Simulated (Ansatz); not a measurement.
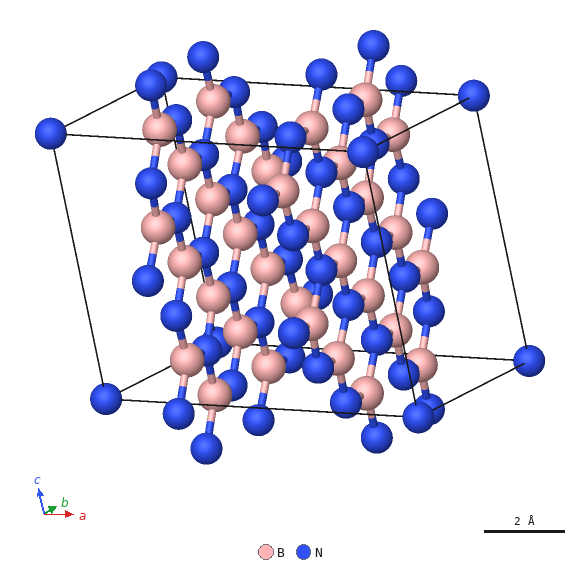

Starting structure of a defect cell of composition B24N25 (cell charge −1). The picture is a ball-and-stick view of the cell of the calculation, seen slightly off an axis.

Case: N interstitial, charge -1, atoms relaxed at the host's cell.

All numbers below come from DFT PBE, scalar-relativistic, plane waves, PAW in Ansatz.

Settings: plane-wave cutoff 420 eV; k-point mesh 2 × 2 × 2; occupations gaussian; smearing width 0.01 eV; no spin polarisation; atoms relaxed in a fixed cell; force threshold 0.025 eV/Å; at most 45 steps.

```xyz
49
Lattice="0.0000 0.0000 8.3432 7.5365 -4.3512 0.0000 0.0000 8.7025 0.0000" Properties=species:S:1:pos:R:3 pbc="T T T"
B     0.0000    1.4512    2.4120
B     3.7680   -0.7250    2.3490
B     2.5133    1.4511    2.3734
B     1.2561    3.6257    2.3490
B     0.0000    5.8003    2.3734
B     6.2805   -0.7256    2.3490
B     5.0247    1.4506    2.3490
B     3.7686    3.6262    2.3490
B     2.5119    5.8018    2.3490
B     1.2567    7.9769    2.4120
B     6.2798    3.6256    2.4120
B     5.0232   -2.9001    2.3734
B     1.2567    0.7256    5.9311
B     5.0247   -1.4506    5.9941
B     3.7680    0.7250    5.9941
B     2.5119    2.9006    5.9941
B     1.2561    5.0768    5.9941
B     0.0000    2.9022    5.9697
B     6.2805    0.7256    5.9941
B     5.0232    2.9001    5.9697
B     3.7686    5.0762    5.9941
B     2.5133   -1.4511    5.9697
B     0.0000    7.2513    5.9311
B     6.2798    5.0768    5.9311
N     0.0000    1.4528    5.9107
N     3.7686   -0.7255    5.9969
N     2.5119    1.4502    5.9780
N     1.2560    3.6264    5.9969
N     0.0000    5.8020    5.9780
N     6.2805   -0.7248    5.9969
N     5.0240    1.4503    5.9969
N     3.7680    3.6258    5.9969
N     2.5125    5.8015    5.9969
N     1.2582   -0.7264    5.9107
N     6.2784    3.6248    5.9107
N     5.0247   -2.9010    5.9780
N     1.2582    0.7264    2.4324
N     5.0240   -1.4503    2.3463
N     3.7686    0.7255    2.3463
N     2.5125    2.9009    2.3463
N     1.2560    5.0761    2.3463
N     0.0000    2.9004    2.3652
N     6.2805    0.7248    2.3463
N     5.0247    2.9010    2.3652
N     3.7680    5.0767    2.3463
N     2.5119   -1.4502    2.3652
N     0.0000    7.2496    2.4324
N     6.2784   -3.6248    2.4324
N     0.0000    0.0000    0.0000
```

Where does the relaxation end?

Answer. The largest moves, 0.18 Å, are those of B1, B10, B11, B13, B23 and B24. B11 goes along −a. Largest moves by element: B 0.18 Å, N 0.15 Å. The cell doesn't change. Some distances before and after: B12–N48 1.451 → 1.437 Å, B10–N46 1.450 → 1.460 Å. After 3 accepted moves (4 points after the start) the energy has fallen by 0.222 eV per cell of the calculation. The largest force component goes from 0.72 to 0.017 eV/Å. 1 step only repeated the SCF at the same geometry. The run took 52 s on 4 threads of Arm Neoverse V1, on a shared host, peak memory 1.8 GiB.

The end point in the same view:

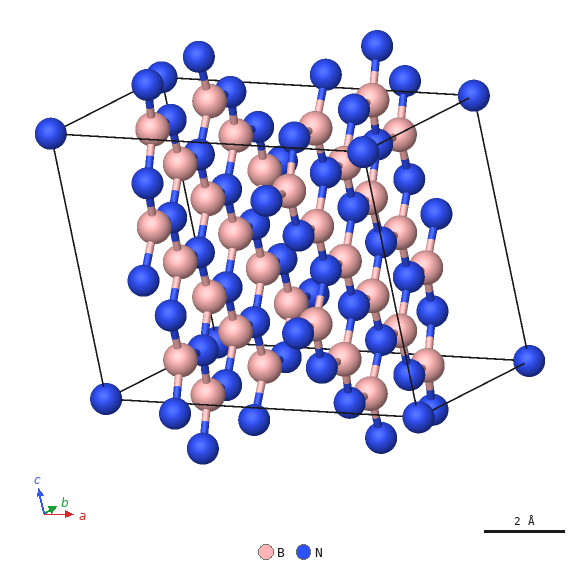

Limits of the set-up: the k-point mesh is coarse for a cell with partly filled bands; the periodic images lie only 8.3 Å apart, so the values are limited by the cell's size; the cell is charged, on a uniform background, and energies carry no finite-size correction.
